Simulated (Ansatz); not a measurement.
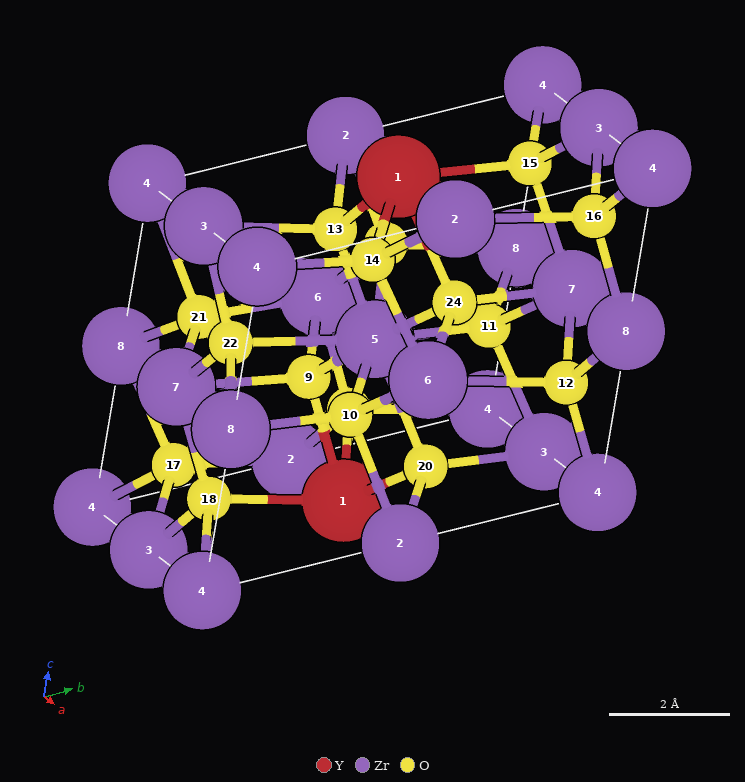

Figure 1. The input geometry (ball-and-stick view of the cell of the calculation, seen slightly off an axis; atoms are numbered from 1 in the order of the input). An atom can appear more than once, as a periodic image.

**YZr$_{7}$O$_{16}$ (charge +1): geometry relaxation (part 1 of 3)**

YZr$_{7}$O$_{16}$ (defect cell, 24 atoms in the cell, total charge +1), computed with DFT PBE, scalar-relativistic, plane waves, PAW, no spin polarisation (Ansatz 0.2.0).

The structure derives from a Materials Project entry. It belongs to a series of runs on one base structure; here: Y on a Zr site (a), charge +1, atoms relaxed at the host's cell. Figures and captions count atoms from 1; the log counts them from 0 in places.

Output
```
Engine: ansatz 0.2.0, x86_64-unknown-linux-gnu
Pseudopotentials: kind: paw
Pseudopotential: Y, paw, valence charge 11, recommended cutoff 420 eV (normal), Y.paw.azcp
Pseudopotential: Zr, paw, valence charge 12, recommended cutoff 420 eV (normal), Zr.paw.azcp
Pseudopotential: O, paw, valence charge 6, recommended cutoff 420 eV (normal), O.paw.azcp
Functional definition: PBE
  parameter kappa = 0.804
  parameter beta = 0.06672455060314922
  exchange = pbe_x(kappa = kappa, mu = beta*pi^2/3)
  correlation = pbe_c(beta = beta)
Crystal: 24 atoms, lattice volume = 267.780 Å³
Basis set: ecut = 420 eV, 5209 PW (Γ), exchange–correlation on 100×100×100 points (8 copies of the dense FFT grid, shifted against one another)
Bands: 119, of which v1, the nominal top of the filled ones, is band 95 counted from 1 (94 counted from 0)
Symmetry: 1 space group operations
Space group: P1 (ITA 1), of the structure as read, at distance tolerance 6.4e-5 Å
k-points: 8
Non-local potential: Y, projectors of the file, l = 0: 3, l = 1: 2, l = 2: 2, l = 3: 1
Non-local potential: Zr, projectors of the file, l = 0: 3, l = 1: 2, l = 2: 2, l = 3: 2
Non-local potential: O, projectors of the file, l = 0: 2, l = 1: 2, l = 2: 1
PAW form: soft (Blöchl's): semilocal exchange-correlation on the pseudo side does not see the compensation charge
PAW one-centre angular grid: Y, 590 points (default); XC on 64 Gauss nodes
PAW one-centre angular grid: Zr, 590 points (default); XC on 64 Gauss nodes
PAW one-centre angular grid: O, 110 points (default); XC on 64 Gauss nodes
Initial density: superposition of atomic densities (neutral atoms scaled as one to the charged cell's electrons: chi_scale 0, normalization atom), corrected by the library's trained network
Initial wavefunctions: pseudopotential atomic-orbital guess
Functional: x = pbe(κ = 0.804, μ = 0.2195149727645171), c = pbe(β = 0.06672455060314922)
SCF iter   1: F=—  HF=-42264.933248 eV  |F-HF|=—  |Δ(HF+E_count)|=         —  Δρ=1.24e-2  dr2=2.67e-1  ethr=1.77e-3  ⟨swp⟩=5.1  Hψ=3454  notcnv=0  defer=92
preconditioner: auto → LDOS  [metal: Δε(μ)=0.009 eV  Ē_g=16.604 eV  σ=0.010 eV  W_gap=0.48  n_scr=64 (ndim 8)  ℏωp=29.9 eV  f_vac=0.023  D(μ)=32.11/eV (n_scr^D=458)  β→1.0]
SCF iter   2: F=—  HF=-42264.867630 eV  |F-HF|=—  |Δ(HF+E_count)|=   6.56e-2  Δρ=7.11e-3  dr2=6.33e-2  ethr=1.40e-4  ⟨swp⟩=3.0  Hψ=1959  notcnv=0  defer=136
SCF iter   3: F=—  HF=-42264.852956 eV  |F-HF|=—  |Δ(HF+E_count)|=   1.47e-2  Δρ=2.07e-3  dr2=1.41e-2  ethr=3.33e-5  ⟨swp⟩=3.0  Hψ=1665  notcnv=0  defer=136
SCF iter   4: F=—  HF=-42264.851940 eV  |F-HF|=—  |Δ(HF+E_count)|=   1.02e-3  Δρ=1.48e-3  dr2=8.36e-3  ethr=7.42e-6  ⟨swp⟩=1.8  Hψ=940  notcnv=0  defer=136
SCF iter   5: F=—  HF=-42264.851640 eV  |F-HF|=—  |Δ(HF+E_count)|=   3.00e-4  Δρ=1.15e-3  dr2=5.05e-3  ethr=4.40e-6  ⟨swp⟩=1.1  Hψ=836  notcnv=0  defer=136
SCF iter   6: F=—  HF=-42264.851253 eV  |F-HF|=—  |Δ(HF+E_count)|=   3.87e-4  Δρ=7.09e-4  dr2=1.72e-3  ethr=2.66e-6  ⟨swp⟩=1.0  Hψ=816  notcnv=0  defer=136
SCF iter   7: F=—  HF=-42264.851158 eV  |F-HF|=—  |Δ(HF+E_count)|=   9.43e-5  Δρ=4.61e-4  dr2=7.97e-4  ethr=9.05e-7  ⟨swp⟩=1.0  Hψ=816  notcnv=0  defer=136
SCF iter   8: F=—  HF=-42264.851115 eV  |F-HF|=—  |Δ(HF+E_count)|=   4.36e-5  Δρ=3.19e-4  dr2=3.94e-4  ethr=4.19e-7  ⟨swp⟩=1.0  Hψ=816  notcnv=0  defer=136
SCF iter   9: F=—  HF=-42264.851093 eV  |F-HF|=—  |Δ(HF+E_count)|=   2.22e-5  Δρ=2.38e-4  dr2=2.17e-4  ethr=2.07e-7  ⟨swp⟩=1.0  Hψ=816  notcnv=0  defer=136
SCF iter  10: F=—  HF=-42264.851082 eV  |F-HF|=—  |Δ(HF+E_count)|=   1.07e-5  Δρ=1.75e-4  dr2=1.13e-4  ethr=1.14e-7  ⟨swp⟩=1.0  Hψ=816  notcnv=0  defer=136
SCF iter  11: F=—  HF=-42264.851075 eV  |F-HF|=—  |Δ(HF+E_count)|=   6.81e-6  Δρ=1.24e-4  dr2=5.45e-5  ethr=5.96e-8  ⟨swp⟩=1.0  Hψ=816  notcnv=0  defer=136
SCF iter  12: F=—  HF=-42264.851071 eV  |F-HF|=—  |Δ(HF+E_count)|=   3.66e-6  Δρ=9.17e-5  dr2=3.12e-5  ethr=2.87e-8  ⟨swp⟩=1.0  Hψ=816  notcnv=0  defer=136
SCF iter  13: F=—  HF=-42264.851070 eV  |F-HF|=—  |Δ(HF+E_count)|=   1.63e-6  Δρ=7.13e-5  dr2=1.80e-5  ethr=1.64e-8  ⟨swp⟩=1.0  Hψ=816  notcnv=0  defer=136
SCF iter  14: F=-42264.851061 eV  HF=-42264.851069 eV  |F-HF|=7.73e-6  |Δ(HF+E_count)|=   1.19e-6  Δρ=5.17e-5  dr2=8.74e-6  ethr=8.22e-9  ⟨swp⟩=17.6  Hψ=7161  notcnv=0
SCF 1 converged in 14 iterations: F = -42264.851061 eV  dr2 = 8.74e-6
  greatest PAW one-centre occupation: 0.995 electrons in one spin orbital (limit 2), on the Zr atom at site 3 (counted from 0), in its partial waves of l = 0
relax step   1: F+E_penalty+E_count = -42264.85106090 eV  Δ(F+E_penalty+E_count) = +0.000e0 eV  max|allowed force component| = 4.142e-1 eV/Å  Δτ_max = 0.0000 Å  (14 SCF iters, dr2 threshold 1.56e-5 eV, accepted)
Initial density: handed on by an earlier stage of this run
Initial wavefunctions: those handed on with the density
iter 1 solved again at ethr=5.96e-5 eV; its pass at ethr=3.10e-3 eV (dr2=1.13e-1 eV) is discarded
SCF iter   1: F=—  HF=-42264.904516 eV  |F-HF|=—  |Δ(HF+E_count)|=         —  Δρ=5.83e-3  dr2=1.13e-1  ethr=5.96e-5  ⟨swp⟩=1.2  Hψ=2315  notcnv=0  defer=136
preconditioner: auto → LDOS  [metal: Δε(μ)=0.004 eV  Ē_g=16.625 eV  σ=0.010 eV  W_gap=0.22  n_scr=64 (ndim 8)  ℏωp=29.9 eV  f_vac=0.023  D(μ)=52.32/eV (n_scr^D=940)  β→1.0]
SCF iter   2: F=—  HF=-42264.896374 eV  |F-HF|=—  |Δ(HF+E_count)|=   8.14e-3  Δρ=3.82e-3  dr2=3.34e-2  ethr=5.94e-5  ⟨swp⟩=2.0  Hψ=1400  notcnv=0  defer=136
SCF iter   3: F=—  HF=-42264.894716 eV  |F-HF|=—  |Δ(HF+E_count)|=   1.66e-3  Δρ=3.02e-3  dr2=3.83e-2  ethr=1.76e-5  ⟨swp⟩=2.0  Hψ=1400  notcnv=0  defer=136
SCF iter   4: F=—  HF=-42264.892343 eV  |F-HF|=—  |Δ(HF+E_count)|=   2.37e-3  Δρ=1.72e-3  dr2=1.11e-2  ethr=1.76e-5  ⟨swp⟩=1.0  Hψ=816  notcnv=0  defer=136
SCF iter   5: F=—  HF=-42264.891747 eV  |F-HF|=—  |Δ(HF+E_count)|=   5.96e-4  Δρ=1.22e-3  dr2=6.05e-3  ethr=5.83e-6  ⟨swp⟩=1.0  Hψ=816  notcnv=0  defer=136
SCF iter   6: F=—  HF=-42264.890812 eV  |F-HF|=—  |Δ(HF+E_count)|=   9.35e-4  Δρ=9.67e-4  dr2=3.50e-3  ethr=3.18e-6  ⟨swp⟩=1.0  Hψ=920  notcnv=0  defer=136
SCF iter   7: F=—  HF=-42264.890605 eV  |F-HF|=—  |Δ(HF+E_count)|=   2.07e-4  Δρ=6.67e-4  dr2=1.64e-3  ethr=1.84e-6  ⟨swp⟩=1.0  Hψ=816  notcnv=0  defer=136
SCF iter   8: F=—  HF=-42264.890513 eV  |F-HF|=—  |Δ(HF+E_count)|=   9.26e-5  Δρ=4.35e-4  dr2=7.05e-4  ethr=8.64e-7  ⟨swp⟩=1.0  Hψ=816  notcnv=0  defer=136
SCF iter   9: F=—  HF=-42264.890484 eV  |F-HF|=—  |Δ(HF+E_count)|=   2.81e-5  Δρ=3.23e-4  dr2=4.11e-4  ethr=3.71e-7  ⟨swp⟩=1.0  Hψ=833  notcnv=0  defer=136
SCF iter  10: F=—  HF=-42264.890463 eV  |F-HF|=—  |Δ(HF+E_count)|=   2.09e-5  Δρ=2.29e-4  dr2=2.03e-4  ethr=2.17e-7  ⟨swp⟩=1.0  Hψ=816  notcnv=0  defer=136
SCF iter  11: F=—  HF=-42264.890447 eV  |F-HF|=—  |Δ(HF+E_count)|=   1.60e-5  Δρ=1.46e-4  dr2=7.93e-5  ethr=1.07e-7  ⟨swp⟩=1.6  Hψ=894  notcnv=0  defer=136
SCF iter  12: F=—  HF=-42264.890444 eV  |F-HF|=—  |Δ(HF+E_count)|=   3.81e-6  Δρ=9.92e-5  dr2=3.73e-5  ethr=4.17e-8  ⟨swp⟩=1.1  Hψ=817  notcnv=0  defer=136
SCF iter  13: F=—  HF=-42264.890442 eV  |F-HF|=—  |Δ(HF+E_count)|=   1.82e-6  Δρ=7.57e-5  dr2=2.19e-5  ethr=1.96e-8  ⟨swp⟩=1.0  Hψ=816  notcnv=0  defer=136
SCF iter  14: F=-42264.890431 eV  HF=-42264.890440 eV  |F-HF|=9.30e-6  |Δ(HF+E_count)|=   1.44e-6  Δρ=5.14e-5  dr2=1.03e-5  ethr=5.64e-9  ⟨swp⟩=15.5  Hψ=7330  notcnv=0
SCF 2 converged in 14 iterations: F = -42264.890431 eV  dr2 = 1.03e-5
[... from here on the iterations of each SCF are left out, up to the last one ...]
relax step   2: F+E_penalty+E_count = -42264.89043111 eV  Δ(F+E_penalty+E_count) = -3.937e-2 eV  max|allowed force component| = 1.667e-1 eV/Å  Δτ_max = 0.0331 Å  (14 SCF iters, dr2 threshold 1.07e-5 eV, accepted)
preconditioner: auto → LDOS  [metal: Δε(μ)=0.009 eV  Ē_g=16.605 eV  σ=0.010 eV  W_gap=0.45  n_scr=64 (ndim 8)  ℏωp=29.9 eV  f_vac=0.023  D(μ)=54.29/eV (n_scr^D=964)  β→1.0]
SCF 3 converged in 13 iterations: F = -42264.900929 eV  dr2 = 1.65e-6
relax step   3: F+E_penalty+E_count = -42264.90092933 eV  Δ(F+E_penalty+E_count) = -1.050e-2 eV  max|allowed force component| = 8.430e-2 eV/Å  Δτ_max = 0.0161 Å  (13 SCF iters, dr2 threshold 1.74e-6 eV, accepted)
preconditioner: auto → LDOS  [metal: Δε(μ)=0.006 eV  Ē_g=16.581 eV  σ=0.010 eV  W_gap=0.33  n_scr=64 (ndim 8)  ℏωp=29.9 eV  f_vac=0.023  D(μ)=75.59/eV (n_scr^D=1638)  β→1.0]
SCF 4 converged in 17 iterations: F = -42264.914800 eV  dr2 = 3.54e-7
relax step   4: F+E_penalty+E_count = -42264.91480035 eV  Δ(F+E_penalty+E_count) = -1.387e-2 eV  max|allowed force component| = 5.766e-2 eV/Å  Δτ_max = 0.0366 Å  (17 SCF iters, dr2 threshold 1.15e-6 eV, accepted)
preconditioner: auto → LDOS  [insulator: Δε(μ)=0.020 eV  Ē_g=16.544 eV  σ=0.010 eV  W_gap=0.84  n_scr=64 (ndim 8)  ℏωp=29.9 eV  f_vac=0.025  D(μ)=13.97/eV (n_scr^D=136)  ε∞_Penn≈4.3  β→1.0]
SCF 5 converged in 8 iterations: F = -42265.046538 eV  dr2 = 2.72e-7
relax step   5: F+E_penalty+E_count = -42265.04653829 eV  Δ(F+E_penalty+E_count) = -1.317e-1 eV  max|allowed force component| = 2.142e-1 eV/Å  Δτ_max = 0.0796 Å  (8 SCF iters, dr2 threshold 8.50e-7 eV, accepted)
preconditioner: auto → LDOS  [insulator: Δε(μ)=0.021 eV  Ē_g=16.502 eV  σ=0.010 eV  W_gap=0.86  n_scr=64 (ndim 8)  ℏωp=29.9 eV  f_vac=0.026  D(μ)=10.76/eV (n_scr^D=88)  ε∞_Penn≈4.3  β→1.0]
SCF 6 converged in 8 iterations: F = -42264.977660 eV  dr2 = 1.13e-5
relax step   6: F+E_penalty+E_count = -42264.97766044 eV  Δ(F+E_penalty+E_count) = +6.888e-2 eV  max|allowed force component| = 5.609e-1 eV/Å  Δτ_max = 0.1960 Å  (8 SCF iters, dr2 threshold 2.15e-5 eV, rejected (line search))
preconditioner: auto → LDOS  [insulator: Δε(μ)=0.219 eV  Ē_g=16.470 eV  σ=0.010 eV  W_gap=0.51  n_scr=64 (ndim 8)  ℏωp=29.9 eV  f_vac=0.028  D(μ)=36.51/eV (n_scr^D=536)  ε∞_Penn≈4.3  β→1.0]
SCF 7 converged in 13 iterations: F = -42265.132027 eV  dr2 = 8.53e-8
relax step   7: F+E_penalty+E_count = -42265.13202716 eV  Δ(F+E_penalty+E_count) = -8.549e-2 eV  max|allowed force component| = 4.231e-2 eV/Å  Δτ_max = 0.0980 Å  (13 SCF iters, accepted)
SCF iter   1: F=—  HF=-42265.138782 eV  |F-HF|=—  |Δ(HF+E_count)|=         —  Δρ=3.14e-3  dr2=1.49e-2  ethr=1.15e-4  ⟨swp⟩=3.4  Hψ=1778  notcnv=0  defer=141
preconditioner: auto → LDOS  [insulator: Δε(μ)=0.239 eV  Ē_g=16.448 eV  σ=0.010 eV  W_gap=0.65  n_scr=64 (ndim 8)  ℏωp=29.9 eV  f_vac=0.028  D(μ)=38.55/eV (n_scr^D=608)  ε∞_Penn≈4.3  β→1.0]
SCF iter   2: F=—  HF=-42265.138537 eV  |F-HF|=—  |Δ(HF+E_count)|=   2.44e-4  Δρ=9.44e-4  dr2=1.58e-3  ethr=7.83e-6  ⟨swp⟩=2.2  Hψ=1672  notcnv=0  defer=135
SCF iter   3: F=—  HF=-42265.138598 eV  |F-HF|=—  |Δ(HF+E_count)|=   6.06e-5  Δρ=4.63e-4  dr2=6.72e-4  ethr=8.33e-7  ⟨swp⟩=2.4  Hψ=1619  notcnv=0  defer=135
SCF iter   4: F=—  HF=-42265.138441 eV  |F-HF|=—  |Δ(HF+E_count)|=   1.57e-4  Δρ=2.24e-4  dr2=1.39e-4  ethr=3.54e-7  ⟨swp⟩=2.0  Hψ=1512  notcnv=0  defer=135
SCF iter   5: F=—  HF=-42265.138415 eV  |F-HF|=—  |Δ(HF+E_count)|=   2.55e-5  Δρ=1.31e-4  dr2=6.93e-5  ethr=7.33e-8  ⟨swp⟩=2.8  Hψ=1527  notcnv=0  defer=135
SCF iter   6: F=—  HF=-42265.138481 eV  |F-HF|=—  |Δ(HF+E_count)|=   6.60e-5  Δρ=9.59e-5  dr2=3.89e-5  ethr=3.65e-8  ⟨swp⟩=2.0  Hψ=1214  notcnv=0  defer=135
SCF iter   7: F=—  HF=-42265.138476 eV  |F-HF|=—  |Δ(HF+E_count)|=   5.54e-6  Δρ=5.85e-5  dr2=1.24e-5  ethr=2.05e-8  ⟨swp⟩=2.1  Hψ=1133  notcnv=0  defer=135
SCF iter   8: F=—  HF=-42265.138474 eV  |F-HF|=—  |Δ(HF+E_count)|=   1.56e-6  Δρ=2.45e-5  dr2=1.61e-6  ethr=6.50e-9  ⟨swp⟩=2.0  Hψ=1182  notcnv=0  defer=135
SCF iter   9: F=—  HF=-42265.138474 eV  |F-HF|=—  |Δ(HF+E_count)|=   5.46e-8  Δρ=1.32e-5  dr2=5.07e-7  ethr=8.47e-10  ⟨swp⟩=2.0  Hψ=1422  notcnv=0  defer=135
SCF iter  10: F=—  HF=-42265.138474 eV  |F-HF|=—  |Δ(HF+E_count)|=   4.82e-9  Δρ=6.95e-6  dr2=1.76e-7  ethr=2.67e-10  ⟨swp⟩=2.0  Hψ=1169  notcnv=0  defer=135
SCF iter  11: F=—  HF=-42265.138474 eV  |F-HF|=—  |Δ(HF+E_count)|=   7.22e-9  Δρ=5.28e-6  dr2=1.01e-7  ethr=5.26e-11  ⟨swp⟩=14.2  Hψ=6295  notcnv=0
SCF iter  12: F=-42265.138474 eV  HF=-42265.138474 eV  |F-HF|=3.27e-8  |Δ(HF+E_count)|=   9.79e-9  Δρ=2.93e-6  dr2=3.63e-8  ethr=5.26e-11  ⟨swp⟩=7.0  Hψ=5102  notcnv=0
SCF 8 converged in 12 iterations: F = -42265.138474 eV  dr2 = 3.63e-8
relax step   8: F+E_penalty+E_count = -42265.13847426 eV  Δ(F+E_penalty+E_count) = -6.447e-3 eV  max|allowed force component| = 2.430e-2 eV/Å  Δτ_max = 0.0283 Å  (12 SCF iters, accepted)
```

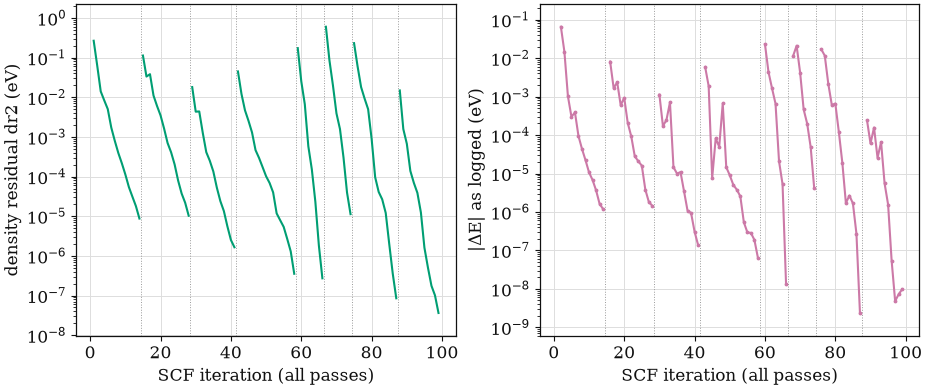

Figure 2. Convergence of the self-consistent field: density residual dr2 and size of the energy change against the SCF iteration. The dotted lines part the SCF passes of the relaxation: geometry steps, rejected trials and re-solves on a re-selected basis. The 8 passes take 8 to 17 iterations each, 99 in all.

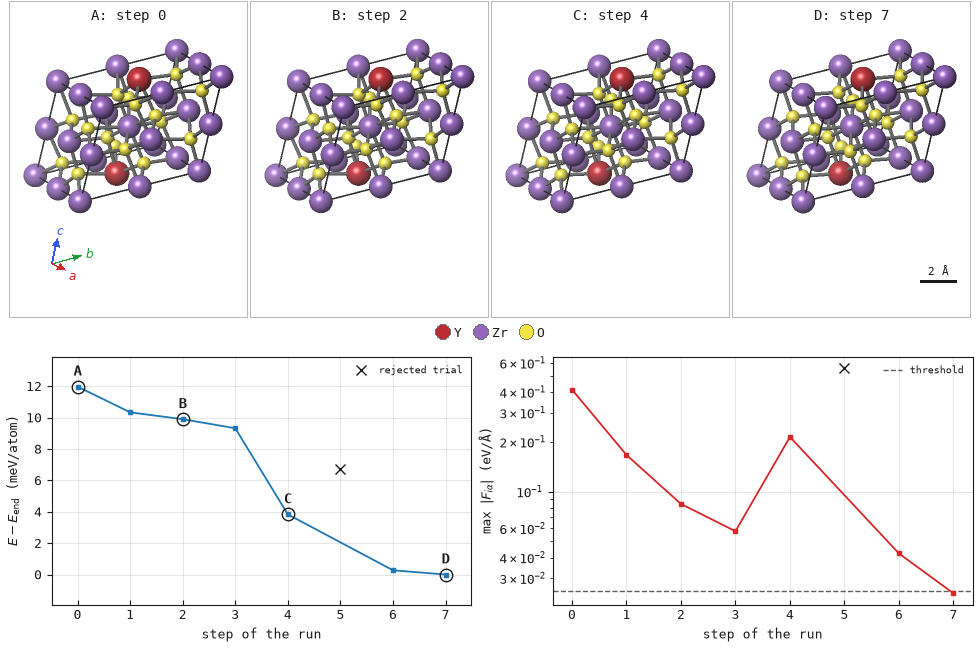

Figure 3. Frames of the relaxation (ball-and-stick view of the cell of the calculation, seen slightly off an axis) above the curves, on which the letters mark them (the first geometry is step 0 here and step 1 in the log).
